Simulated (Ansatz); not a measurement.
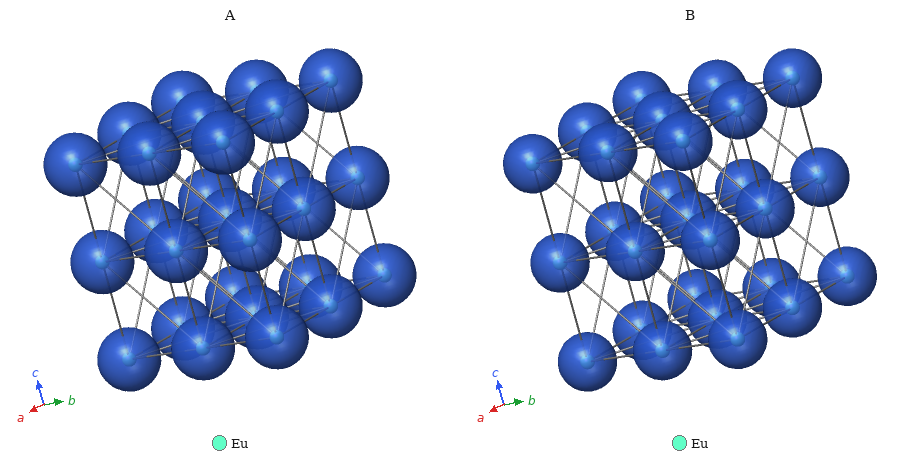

Figure 1: Eu. Spin density of two self-consistent states of the same cell, at +0.3 (blue) and −0.3 e/Å³ (red).

Space group Fm-3m; a structure from a database of computed crystals, not necessarily the ambient phase; computed pressure about −3 GPa in this cell; no Hubbard U on the f states and no spin–orbit coupling; spin-polarised.

The calculation used DFT, PBE, PAW with Ansatz's default frozen-core files, scalar-relativistic (Ansatz 0.2.0).

**Which magnetic state is the more stable, and how do they differ?**

State A: parallel main moments, as they must be, since the calculation's own cell holds one magnetic site; Eu: +8.9 μB in one cell of 1 atoms. State B: parallel main moments, as they must be, since the calculation's own cell holds one magnetic site; Eu: +7.1 μB in one cell of 1 atoms. State B lies lower by 9969 meV per atom.
